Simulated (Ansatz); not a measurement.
**MoSe2: 7 runs along one coordinate**

System: MoSe2 (6 atoms in the cell).
Method: Kohn-Sham DFT of a periodic cell, PBE, Ansatz PAW, no spin polarisation (Ansatz 0.2.0).

The 7 runs differ only in the geometry, by an even scaling of the cell at fixed fractional positions. The structure derives from an entry of the Crystallography Open Database.

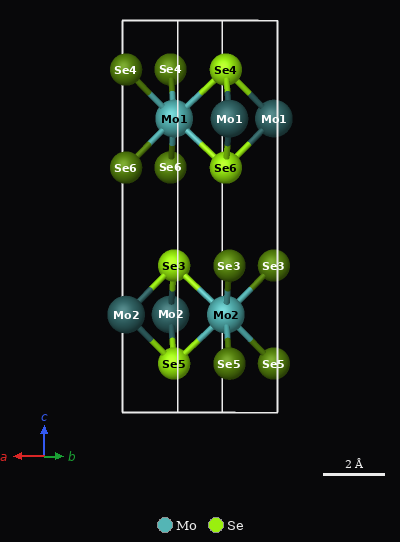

Figure 1. The structure of run 4 (ball-and-stick view of the cell of the calculation, seen at an oblique angle; neighbours outside the cell are drawn fainter; atoms are numbered from 1 in the order of the input). An atom can appear more than once, as a periodic image.

**Input of run 4**
```yaml
crystal:
  lattice:
    - [3.288, 0.0, 0.0]
    - [-1.644, 2.8474915276, 0.0]
    - [0.0, 0.0, 12.9]
  atoms:
    - { symbol: Mo, position: [0.6666666667, 0.3333333333, 0.75] }
    - { symbol: Mo, position: [0.3333333333, 0.6666666667, 0.25] }
    - { symbol: Se, position: [0.6666666667, 0.3333333333, 0.375] }
    - { symbol: Se, position: [0.3333333333, 0.6666666667, 0.875] }
    - { symbol: Se, position: [0.6666666667, 0.3333333333, 0.125] }
    - { symbol: Se, position: [0.3333333333, 0.6666666667, 0.625] }
hamiltonian:
  xc: pbe
  pseudopotentials: { kind: paw }
kpoints:
  mp_grid: { grid: [9, 9, 2] }
scf:
  occupations: { method: fermi_dirac, width: 0.05 }
output:
  forces: true
  stress: true
  eigenvalues: true
```

Command:
```bash
ansatz run input.yaml --threads 2 --pin off --max-ram 5632MiB --backend cpu --events-out ev --progress --plain --runs-dir out
```

Lattice vectors (Å) and fractional positions of run 4:
```
   3.288000    0.000000    0.000000
  -1.644000    2.847492    0.000000
   0.000000    0.000000   12.900000
Mo  0.666667  0.333333  0.750000
Mo  0.333333  0.666667  0.250000
Se  0.666667  0.333333  0.375000
Se  0.333333  0.666667  0.875000
Se  0.666667  0.333333  0.125000
Se  0.333333  0.666667  0.625000
```

Run 5 differs from it as follows:
```diff
-    - [3.288, 0.0, 0.0]
-    - [-1.644, 2.8474915276, 0.0]
-    - [0.0, 0.0, 12.9]
+    - [3.309775469, 0.0, 0.0]
+    - [-1.6548877345, 2.866349637, 0.0]
+    - [0.0, 0.0, 12.9854329533]
```

**Results, with one run withheld**

| run | volume per atom (Å³) | free energy per atom, from the lowest run given (meV) | pressure (GPa) | gap on the mesh (eV) |
| --- | --- | --- | --- | --- |
| 1 | 18.922 | 128.25 | 18.64 | 0.89 |
| 2 | 19.324 | 86.42 | 14.73 | 0.89 |
| 3 | 19.727 | 53.91 | 11.21 | 0.89 |
| 4 | 20.129 | 29.80 | 8.04 | 0.89 |
| 5 | 20.532 | ? | ? | ? |
| 6 | 20.935 | 3.55 | 2.60 | 0.88 |
| 7 | 21.337 | 0.00 | 0.27 | 0.88 |

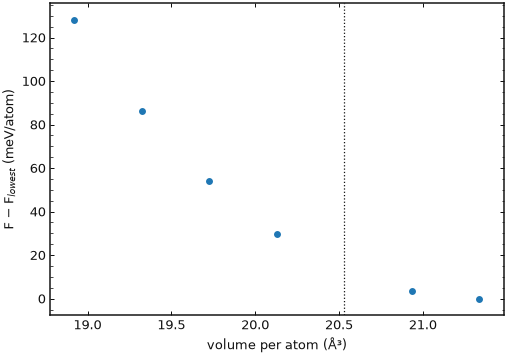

Figure 2. Free energy per atom of the runs given; the dotted line marks run 5.

What should run 5 give?

A cubic polynomial in V^(−2/3) (the Birch–Murnaghan form), fitted to the 6 runs given, misses them by at most 0.02 meV per atom. With x = V^(−2/3) − 0.13557 Å⁻², it reads F = 34.824 + 12120 x + 1.0642e+06 x² + 1.8964e+06 x³ (meV per atom). At run 5 it gives 13.26 meV per atom, and the run itself gives 13.26. The slope of the fit gives a pressure −dF/dV of 5.17 GPa there, and the run prints 5.18 GPa. The fit has no minimum inside this range.

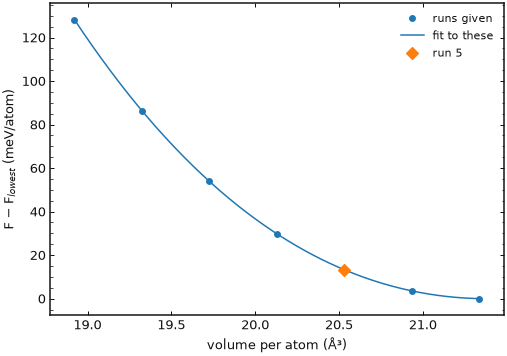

Figure 3. The fit and the withheld run.

**Output, shortened to warnings, some set-up lines, iterations and results (run 5)**
```
Basis set: ecut = 420 eV, 2443 PW (Γ), exchange–correlation on 48×48×180 points (8 copies of the dense FFT grid, shifted against one another)
Symmetry: 24 space group operations
k-points: 24 of 162
Initial density: superposition of atomic densities (neutral atoms: chi_scale 0, normalization atom), corrected by the library's trained network
[...]
SCF iter   1: F=—  HF=-31792.305566 eV  |F-HF|=—  |Δ(HF+E_count)|=         —  Δρ=4.81e-3  dr2=7.99e-3  ethr=1.77e-3  ⟨swp⟩=6.2  Hψ=4749  notcnv=0
SCF iter   2: F=—  HF=-31792.314467 eV  |F-HF|=—  |Δ(HF+E_count)|=   8.90e-3  Δρ=2.77e-3  dr2=2.48e-3  ethr=8.68e-6  ⟨swp⟩=2.0  Hψ=2078  notcnv=0  defer=10
SCF iter   3: F=—  HF=-31792.318359 eV  |F-HF|=—  |Δ(HF+E_count)|=   3.89e-3  Δρ=9.84e-4  dr2=1.46e-3  ethr=2.69e-6  ⟨swp⟩=2.2  Hψ=1857  notcnv=0  defer=5
SCF iter   4: F=—  HF=-31792.318509 eV  |F-HF|=—  |Δ(HF+E_count)|=   1.50e-4  Δρ=1.04e-4  dr2=8.36e-6  ethr=1.59e-6  ⟨swp⟩=2.1  Hψ=1642  notcnv=0  defer=5
SCF iter   5: F=—  HF=-31792.318497 eV  |F-HF|=—  |Δ(HF+E_count)|=   1.14e-5  Δρ=3.13e-5  dr2=1.40e-6  ethr=9.09e-9  ⟨swp⟩=2.3  Hψ=2306  notcnv=0  defer=5
SCF iter   6: F=—  HF=-31792.318498 eV  |F-HF|=—  |Δ(HF+E_count)|=   1.10e-6  Δρ=8.48e-6  dr2=2.44e-7  ethr=1.52e-9  ⟨swp⟩=2.0  Hψ=1699  notcnv=0  defer=5
SCF iter   7: F=-31792.318498 eV  HF=-31792.318498 eV  |F-HF|=7.44e-9  |Δ(HF+E_count)|=   9.17e-8  Δρ=2.44e-6  dr2=1.27e-8  ethr=1.09e-10  ⟨swp⟩=8.2  Hψ=4591  notcnv=0
SCF 1 converged in 7 iterations: F = -31792.318498 eV  dr2 = 1.27e-8
SCF converged after 7 iterations
Free energy (F): -31792.318498 eV
Harris-Foulkes:  -31792.318498 eV  (|F-HF|=7.44e-9)
Internal energy: -31792.318492 eV  (E = F + TS)
E sigma→0 (E₀):  -31792.318495 eV
Entropy (-TS):   -0.000006 eV (-0.001 meV/atom)
Fermi energy:    12.607048 eV
--- Per-component energies (eV) ---
  E_band       = -1657.612288
  E_kinetic    = 1362.342657
  E_local      = -12243.675381  (includes V_loc(G=0)·N_el)
  E_nonlocal   = -2095.746714
  E_hartree    = 5793.662792
  E_xc         = -786.994471
  E_vxc        = -855.083801  (∫ρ·V_xc dr)
  E_paw        = -14048.266640  (= ΣΔE_a)
  E_vpaw       = 587.232435  (= ΣTr[D̂ρ^β])
  E_aug_tail   = -0.002292  (compensation charges beyond the density's cutoff)
  E_ewald      = -9773.638444
  E_smearing   = -0.000006  (= −TS)
  E_closure    = -0.000000  (closes the sum)
  Σ components = -31792.318498   (vs F -31792.318498, Δ=0.00e0)
--- Forces (eV/Å), atoms counted from 1 ---
  atom   1  Mo     0.00000000     0.00000000     0.00000000
  atom   2  Mo    -0.00000000    -0.00000000    -0.00000000
  atom   3  Se     0.00000000    -0.00000000     0.76476281
  atom   4  Se    -0.00000000     0.00000000     0.76476281
  atom   5  Se     0.00000000    -0.00000000    -0.76476281
  atom   6  Se    -0.00000000     0.00000000    -0.76476281
  max |Σ_I F_I| component: 1.11e-16 eV/Å
--- Stress (GPa, compression-positive) ---
        3.557079       0.000000      -0.000000
        0.000000       3.557079      -0.000000
       -0.000000      -0.000000       8.411771
  P = ⅓ Tr σ = 5.1753 GPa (51.753 kbar)
```
